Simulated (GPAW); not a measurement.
# Conductance along a series: a Bi chain with one atom pushed aside at constant bond length, part 2 of 2

How does transport respond as one structural variable is stepped? The junctions: a Bi chain with one atom pushed aside at constant bond length.

GPAW 26.7.0; GPAW LCAO, PAW setups; Landauer transmission from Green's functions with principal layers (ASE), zero bias.

So far, transmission at the Fermi level (one spin): step 2 (member of the series, offset 0.3 Å) 3.00; step 3 (another cell, offset 0.6 Å) 2.99; step 4 (another cell, offset 0.9 Å) 2.96; step 5 (another cell, offset 1.2 Å) 2.83.

### Step 7. Broadening 1e-05: eta = 1e-05

The broadening keeps the Green's functions finite; too large a value absorbs electrons where channels are open and leaks them where none are.

The input, run.py:

```python
import json
import numpy as np
from ase import Atoms
from ase.transport.calculators import TransportCalculator
from gpaw import GPAW, FermiDirac
from gpaw.lcao.tools import get_lcao_hamiltonian
from scipy.linalg import eigh

# The junction with lead layers at both ends, along the third cell vector
device = Atoms(
    ['Bi', 'Bi', 'Bi', 'Bi', 'Bi', 'Bi', 'Bi', 'Bi', 'Bi'],
    positions=[
        [4.50000, 4.50000, 1.45000],
        [4.50000, 4.50000, 4.35000],
        [4.50000, 4.50000, 7.25000],
        [4.50000, 4.50000, 10.15000],
        [4.80000, 4.50000, 13.03444],
        [4.50000, 4.50000, 15.91888],
        [4.50000, 4.50000, 18.81888],
        [4.50000, 4.50000, 21.71888],
        [4.50000, 4.50000, 24.61888]],
    cell=[[9.0, 0.0, 0.0], [0.0, 9.0, 0.0], [0.0, 0.0, 26.06888]],
    pbc=True)

# One principal layer of the lead: the first 2 atoms of the device
lead = Atoms(
    ['Bi', 'Bi'],
    positions=[
        [4.50000, 4.50000, 1.45000],
        [4.50000, 4.50000, 4.35000]],
    cell=[[9.0, 0.0, 0.0], [0.0, 9.0, 0.0], [0.0, 0.0, 5.8]],
    pbc=True)

settings = dict(mode='lcao', basis='dzp', xc='RPBE', h=0.2,
                occupations=FermiDirac(0.1), maxiter=250,
                mixer=dict(beta=0.1, nmaxold=8, weight=100.0),
                convergence=dict(density=0.0001))
energies = np.arange(-2, 2 + 1e-9, 0.05)
eta = 1e-05
n1, n2 = 1, 1
# k and -k transmit alike, so half of the mesh across the current serves
mesh = [(i, j) for i in range(n1) for j in range(n2) if (i, j) <= (-i % n1, -j % n2)]
weights = np.array([1 if (i, j) == (-i % n1, -j % n2) else 2 for i, j in mesh]) / (n1 * n2)

# [... helper functions left out ...]
fermi_lead = ground_state(lead, (1, 1, 19), 'lead.txt')
fermi_device = ground_state(device, (1, 1, 3), 'device.txt')
# [... loop over the mesh left out, but for ...]
        # Shift the lead onto the potential of the device's first layer
        shift = ((H[:, 0, 0] - H0[:, 0, 0]) / S0[0, 0]).real.mean()
# [...]
kT = 8.617333e-5 * 77
bias = [0.1, 0.2, 0.5, 1.0, 1.5, 2.0]
# [... integrals and printing left out ...]
```

Command:

```console
OMP_NUM_THREADS=1 OPENBLAS_NUM_THREADS=1 python run.py
```

The log of the run:

```text
basis functions: device 207, principal layer 46
Fermi level: lead -2.7442 eV, device -2.7292 eV; lead shifted by -0.0296 eV
largest coupling past the next layer 5.82e-06 eV, largest misfit of the first layer 0.013 eV
  E-E_F (eV)   T (one spin)  [channel counts left out]
    -2.000    9.9868e-01
    -1.950    9.9854e-01
    -1.900    9.9836e-01
    -1.850    9.9813e-01
    -1.800    9.9780e-01
    -1.750    9.9734e-01
    -1.700    9.9665e-01
    -1.650    9.9556e-01
    -1.600    9.9360e-01
    -1.550    9.8938e-01
    -1.500    9.7520e-01
    -1.450    2.2477e+00
    -1.400    2.7928e+00
    -1.350    2.8898e+00
    -1.300    2.9306e+00
    -1.250    2.9515e+00
[...]
1.650    2.9103e+00
     1.700    2.8405e+00
     1.750    8.7603e-01
     1.800    9.9004e-01
     1.850    9.9466e-01
     1.900    9.9631e-01
     1.950    9.9715e-01
     2.000    9.9765e-01
conductance at 77 K: 2.9996 G0 a cell; thermopower -0.0001624 uV/K
current from the zero-bias T(E) at 0.1 V: 23.241 uA
current from the zero-bias T(E) at 0.2 V: 46.482 uA
current from the zero-bias T(E) at 0.5 V: 116.2 uA
current from the zero-bias T(E) at 1.0 V: 232.38 uA
current from the zero-bias T(E) at 1.5 V: 348.51 uA
current from the zero-bias T(E) at 2.0 V: 464.48 uA
```

Elapsed: 21 s, on 1 thread of Arm Neoverse V2, shared host; peak memory 0.88 GiB.

This step gave:

* conductance: 3.000 G₀
* largest misfit of the first principal layer: 0.01327 eV
* shift that aligns the lead: -0.02962 eV
* transmission at the Fermi level (one spin): 3.000

One spin. Table of transmission, zone mean by energy, zero at the Fermi level:

| energy (eV) | transmission, zone mean |
| --- | --- |
| -2.0000 | 0.999 |
| -1.7500 | 0.997 |
| -1.5000 | 0.975 |
| -1.2500 | 2.95 |
| -1.0000 | 2.98 |
| -0.7500 | 2.99 |
| -0.5000 | 3.00 |
| -0.2500 | 3.00 |
| 0.0000 | 3.00 |
| 0.0500 | 3.00 |
| 0.2500 | 3.00 |
| 0.5000 | 3.00 |
| 0.7500 | 3.00 |
| 1.0000 | 3.00 |
| 1.2500 | 2.99 |
| 1.5000 | 2.96 |
| 1.7500 | 0.876 |
| 2.0000 | 0.998 |

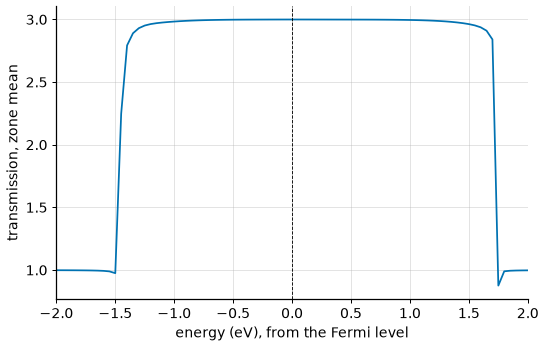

Transmission, zone mean, plotted against energy.

Not self-consistent under bias; the bias window is split evenly. The current through one cell, from the zero-bias transmission by bias:

| bias (V) | current through one cell, from the zero-bias transmission (μA) |
| --- | --- |
| 0.100 | 23.2 |
| 0.200 | 46.5 |
| 0.500 | 116 |
| 1.000 | 232 |
| 1.500 | 349 |
| 2.000 | 464 |

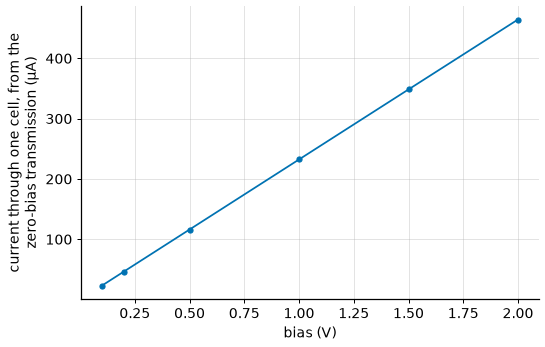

Current through one cell, from the zero-bias transmission against bias.

Table of transmission of the three most open eigenchannels by energy, zero at the Fermi level:

| energy (eV) | channel 1 | channel 2 | channel 3 |
| --- | --- | --- | --- |
| -2.0000 | 0.999 | 0 | 0 |
| -1.7500 | 0.997 | 0 | 0 |
| -1.5000 | 0.975 | 9.2e-11 | 9.0e-11 |
| -1.2500 | 0.999 | 0.990 | 0.962 |
| -1.0000 | 1.000 | 0.998 | 0.985 |
| -0.7500 | 1.000 | 0.999 | 0.995 |
| -0.5000 | 1.000 | 1.000 | 0.998 |
| -0.2500 | 1.000 | 1.000 | 0.999 |
| 0.0000 | 1.000 | 1.000 | 1.000 |
| 0.2500 | 1.000 | 1.000 | 1.000 |
| 0.5000 | 1.000 | 1.000 | 0.999 |
| 0.7500 | 1.000 | 1.000 | 0.999 |
| 1.0000 | 1.000 | 1.000 | 0.996 |
| 1.2500 | 1.000 | 0.999 | 0.989 |
| 1.5000 | 0.999 | 0.997 | 0.966 |
| 1.7500 | 0.876 | 1.2e-4 | 1.8e-6 |
| 2.0000 | 0.998 | 0 | 0 |

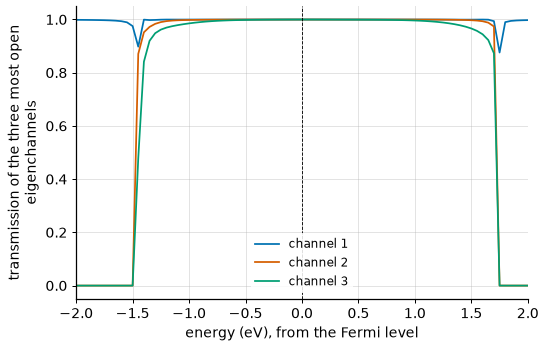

Transmission of the three most open eigenchannels, plotted against energy.

The conductance equals that of the unchanged run to 0.2 %.

### Step 8. Results

| Property | Result |
| --- | --- |
| conductance, first and last member | 3.00 and 2.83 G₀ |
| largest and smallest | 3.00 and 2.83 G₀ |

**Reading.** As the sideways shift goes from 0.3 to 1.2 Å, the conductance goes from 3.00 to 2.83 G₀. The conductance falls at every step of the series. The geometry was built from estimated bond lengths and not relaxed, so the numbers describe this model structure. The run had no spin polarisation, so a magnetic state, which chains and small molecules with open shells often have, wasn't tested. Spin-orbit coupling is left out, which matters for the heavy atoms here. An evenly spaced straight chain is an idealisation: free chains tend to dimerise, zigzag or, where a band edge lies near the Fermi level, turn magnetic. The currents use the zero-bias T(E) throughout, which holds only while the bias is small against the distance to the nearest feature. The energy step is wider than the thermal energy, so the conductance and thermopower rest on interpolation of T(E).

[Logs are printed without paths, hosts, clocks, repeated set-up lines and the standing remarks that a program may print on its own settings, such as how far it seeks lower states.]

[Hosts, paths, dates, database ids (printed as entryN), source tags and the programs' standing remarks are cut or masked in the printed files.]
